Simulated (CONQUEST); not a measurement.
## Energy of CdS along an even scaling of the cell

System: CdS (F-43m, 4 atoms in the cell).
Method: Kohn-Sham DFT of a periodic cell, PBEsol, PseudoDojo NC PBEsol, no spin polarisation (CONQUEST 1.3).

The 7 runs differ only in the geometry, by an even scaling of the cell at fixed fractional positions. The structure derives from an entry of the Crystallography Open Database.

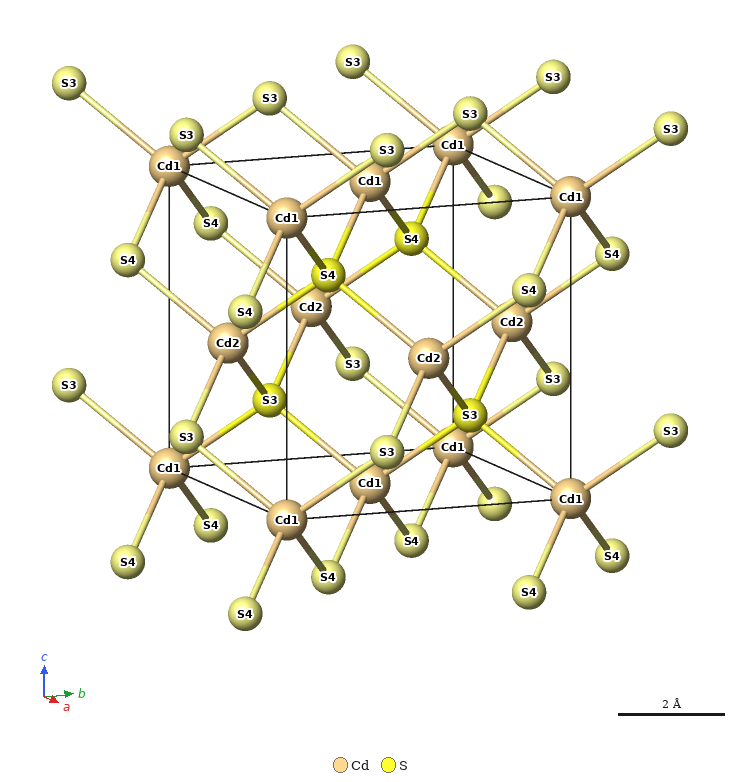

Figure 1. The structure of run 4 (ball-and-stick view of the cell 2 times as large as that of the calculation, set on its symmetry axes, seen slightly off an axis; neighbours outside the cell are drawn fainter; atoms are numbered from 1 in the order of the input). An atom can appear more than once, as a periodic image.

## Input of run 4
```
IO.Title CdS
IO.Coordinates coords.dat
IO.FractionalAtomicCoords T
IO.Iprint 2
IO.Iprint_init 1
General.NumberOfSpecies 2
General.PseudopotentialType hamann
AtomMove.TypeOfRun static
AtomMove.FullStress T
Grid.PointsAlongX 40
Grid.PointsAlongY 40
Grid.PointsAlongZ 60
DM.SolutionMethod diagon
Diag.MPMesh T
Diag.GammaCentred T
Diag.MPMeshX 7
Diag.MPMeshY 7
Diag.MPMeshZ 5
Diag.kT 0.00183747
minE.SCTolerance 1e-6
SC.MaxIters 100
IO.AtomChargeOutput T
%block ChemicalSpeciesLabel
1 112.410 Cd
2 32.070 S
%endblock
```

Command:
```bash
OMP_NUM_THREADS=1 Conquest
```

Lattice vectors (Å) and fractional positions of run 4:
```
   4.124554    0.000000    0.000000
   0.000000    4.124554    0.000000
   0.000000    0.000000    5.833000
Cd  0.000000  0.000000  0.000000
Cd  0.500000  0.500000  0.500000
S   0.000000  0.500000  0.250000
S   0.500000  0.000000  0.750000
```

Run 5 has the same physical settings and fractional positions; its lattice vectors (Å) are:
```
   4.151870    0.000000    0.000000
   0.000000    4.151870    0.000000
   0.000000    0.000000    5.871630
```

## Results, with one run withheld

```csv
run,volume per atom (Å³),"free energy per atom, from the lowest run given (meV)",pressure (GPa),gap on the mesh (eV)
1,23.319,25.25,5.04,1.36
2,23.815,12.31,3.43,1.30
3,24.312,3.96,1.95,1.24
4,24.808,0.00,0.59,1.19
5,25.304,?,?,?
6,25.800,3.67,−1.71,1.08
7,26.296,10.46,−2.67,1.04
```

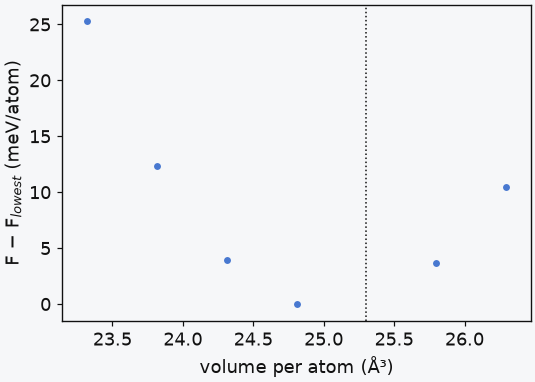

Figure 2. Free energy per atom of the runs given; the dotted line marks run 5.

What should run 5 give?

A cubic polynomial in V^(−2/3) (the Birch–Murnaghan form), fitted to the 6 runs given, misses them by at most 0.05 meV per atom. With x = V^(−2/3) − 0.11794 Å⁻², it reads F = 0.60963 + 1811.9 x + 7.8676e+05 x² − 1.1146e+06 x³ (meV per atom). At run 5 it gives 0.04 meV per atom, and the run itself gives −0.04. The slope of the fit gives a pressure −dF/dV of −0.60 GPa there, and the run prints −0.62 GPa. The fit has its minimum at 25.054 Å³ per atom, where V d²F/dV² gives 61.3 GPa: the bulk modulus at this level, since symmetry fixes the shape and the positions. The gap on the mesh goes, without turning, from 1.36 eV in run 1 to 1.04 eV in run 7; run 5 has 1.14 eV. These are gaps of this functional on this mesh, which can miss the band edges; they aren't the measured gap.

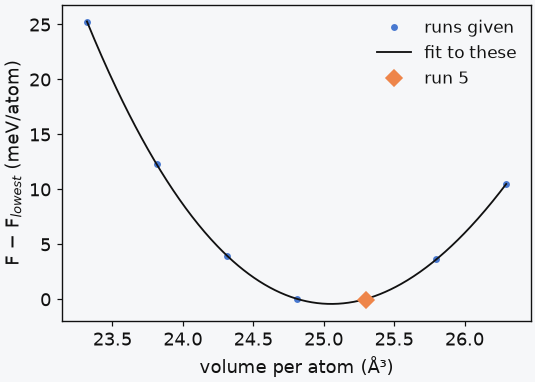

Figure 3. The fit and the withheld run.

## Some lines of the output (run 5)
```
[...]
      Using Fermi-Dirac smearing
          DFT Total Energy                 :      -372.460215769797514 Ha
          Free Energy (E-TS)               :      -372.510370200667808 Ha
          DFT Total Energy                 :      -372.505372465183370 Ha
          DFT Total Energy                 :      -372.508029772134478 Ha
          DFT Total Energy                 :      -372.508043867769572 Ha
          DFT Total Energy                 :      -372.508043927572658 Ha
          DFT Total Energy                 :      -372.508043943931568 Ha
      |* DFT total energy        =      -372.508043943931568 Ha
    force: Average pressure:     -0.62391392 GPa
```

Notes: With a small basis of atomic orbitals these values can differ much from converged plane-wave results.
